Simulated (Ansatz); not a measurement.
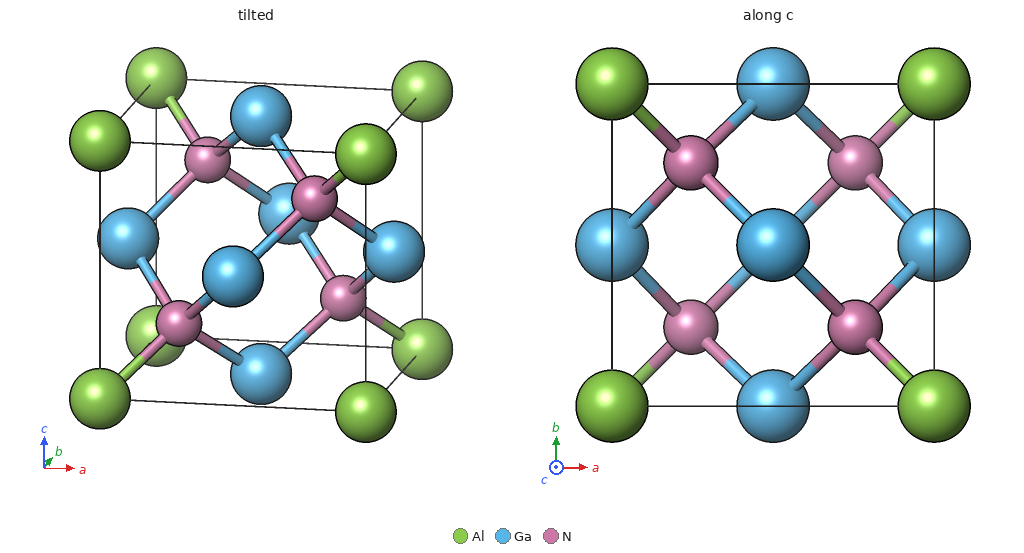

Ball-and-stick representation of a periodic structure, projected slightly off an axis and along the c axis. The wireframe shows the simulation cell.

Full input:
```yaml
crystal:
  lattice:
    - [4.6910093379, 0.0, 0.0]
    - [0.0, 4.6910093379, 0.0]
    - [0.0, 0.0, 4.5793186394]
  atoms:
    - { symbol: Al, position: [0.0, 0.0, 0.0] }
    - { symbol: Ga, position: [0.5, 0.5, 0.0] }
    - { symbol: Ga, position: [0.5, 0.0, 0.5] }
    - { symbol: Ga, position: [0.0, 0.5, 0.5] }
    - { symbol: "N", position: [0.75503092, 0.75503092, 0.24496908] }
    - { symbol: "N", position: [0.75503092, 0.24496908, 0.75503092] }
    - { symbol: "N", position: [0.24496908, 0.75503092, 0.75503092] }
    - { symbol: "N", position: [0.24496908, 0.24496908, 0.24496908] }
basis:
  ecutwfc: 420
kpoints:
  mp_grid: { grid: [6, 6, 6] }
hamiltonian:
  xc: pbesol
scf:
  occupations: { method: gaussian, width: 0.05 }
output:
  forces: true
  stress: true
  eigenvalues: true
  write_density: true
  write_potential: true
  elf: true
  volumetric_format: npy
```
Run as:
```sh
ansatz run input.yaml --threads 2 --pin off --max-ram 5120MiB --backend cpu --events-out ev --progress --plain --runs-dir out
```

Results below were computed with Ansatz, DFT PBEsol, scalar-relativistic, plane waves, PAW; the settings were a plane-wave cutoff of 420 eV, a 6×6×6 mesh of k-points, Gaussian smearing of 0.05 eV, no spin polarisation.

**Is the electronic structure metallic or gapped?**

A semiconductor at this level, with a gap of 1.40 eV on the k-mesh (the true edges may lie between mesh points, so the gap can be somewhat smaller).

**What is the computed pressure?**

The computed pressure is -18.0 GPa (stretched: it would shrink). The stress isn't hydrostatic: its largest component is 19.0 GPa.

Provenance: a structure listed in the Materials Project. The cell was then strained or its atoms displaced on purpose. It was run through Ansatz as a DFT input.

At this level of theory the run's own cell isn't at rest (stretched, at -18 GPa), so its distances can differ from those at equilibrium, the more so the softer the solid.
